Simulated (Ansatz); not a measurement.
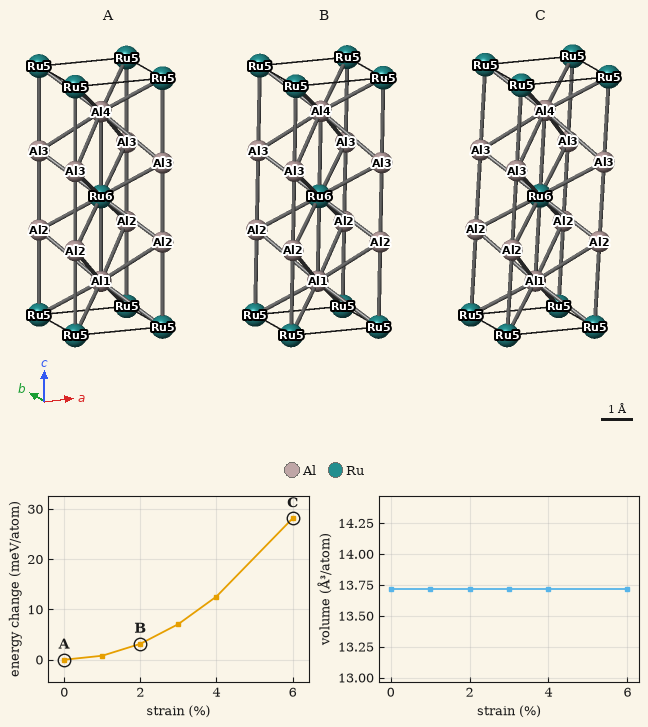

Members of a series of calculations on solid Al2Ru (set up in I4/mmm), marked on the first curve. The picture is a ball-and-stick view of the cell of the calculation, seen slightly off an axis.

The calculation used DFT r2SCAN, scalar-relativistic, plane waves, PAW in Ansatz 0.2.0. Set-up: plane-wave cutoff 500 eV; k-point mesh 12 × 12 × 4; occupations gaussian; smearing width 0.1 eV; no spin polarisation.

**Describe the series.**

Shear of c along a, cell held, atoms relaxed. A (strain 0.0 %): energy change 0.0 meV/atom, volume 13.72 Å³ per atom. B (strain 2.0 %): energy change 3.2 meV/atom, volume 13.72 Å³ per atom. C (strain 6.0 %): energy change 28.1 meV/atom, volume 13.72 Å³ per atom. The rest compares A with C. The drawn cell changes at constant volume: a = b unchanged at 3.122 Å, c 8.445 → 8.460 Å (+0.2 %), β 90.0° → 86.6°. Some distances before and after: Al–Al 2.689 → 2.639 to 2.743 Å, Al–Ru 2.584 → 2.535 to 2.634 Å, Al–Ru 2.879 → 2.885 Å.
